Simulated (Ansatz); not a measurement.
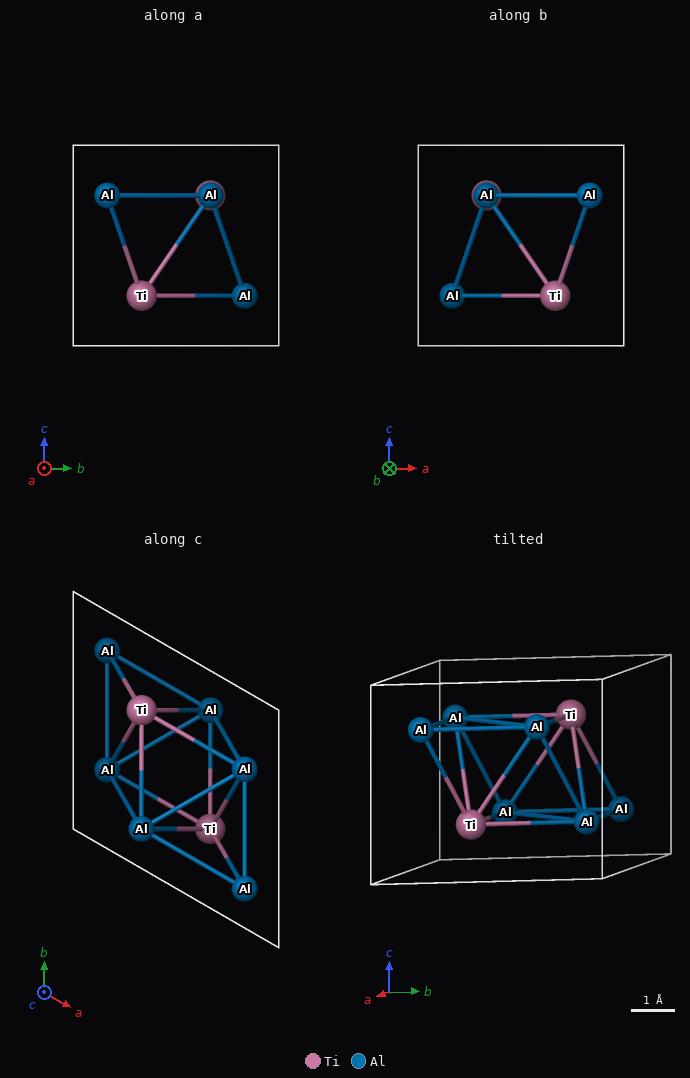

Ball-and-stick representation of a periodic structure, projected along the a axis, along the b axis, along the c axis and slightly off an axis. The conventional unit cell is outlined; an atom on or near a face, edge or corner is repeated at each equivalent position.

Lattice parameters: a = 5.5236 Å, b = 5.5236 Å, c = 4.6652 Å, α = 90.000°, β = 90.000°, γ = 120.000°.

Q: Put the structure into a CIF in P1 with every atom of the cell, with free fractional coordinates to two decimals.

A:
```cif
data_structure
_symmetry_space_group_name_H-M 'P 1'
_symmetry_Int_Tables_number 1
_cell_length_a 5.5236
_cell_length_b 5.5236
_cell_length_c 4.6652
_cell_angle_alpha 90.000
_cell_angle_beta 90.000
_cell_angle_gamma 120.000
_cell_volume 123.27
loop_
_atom_site_label
_atom_site_type_symbol
_atom_site_fract_x
_atom_site_fract_y
_atom_site_fract_z
_atom_site_occupancy
Ti1 Ti 0.3333 0.6667 0.75 1
Ti2 Ti 0.6667 0.3333 0.25 1
Al1 Al 0.83 0.67 0.75 1
Al2 Al 0.17 0.33 0.25 1
Al3 Al 0.33 0.17 0.75 1
Al4 Al 0.67 0.83 0.25 1
Al5 Al 0.17 0.83 0.25 1
Al6 Al 0.83 0.17 0.75 1
```

Origin of the cell: a structure type filled with these elements by a generator (whether the compound takes this form wasn't checked). It was relaxed at fixed volume with Ansatz 0.2.0, DFT PBE, scalar-relativistic, plane waves, PAW.
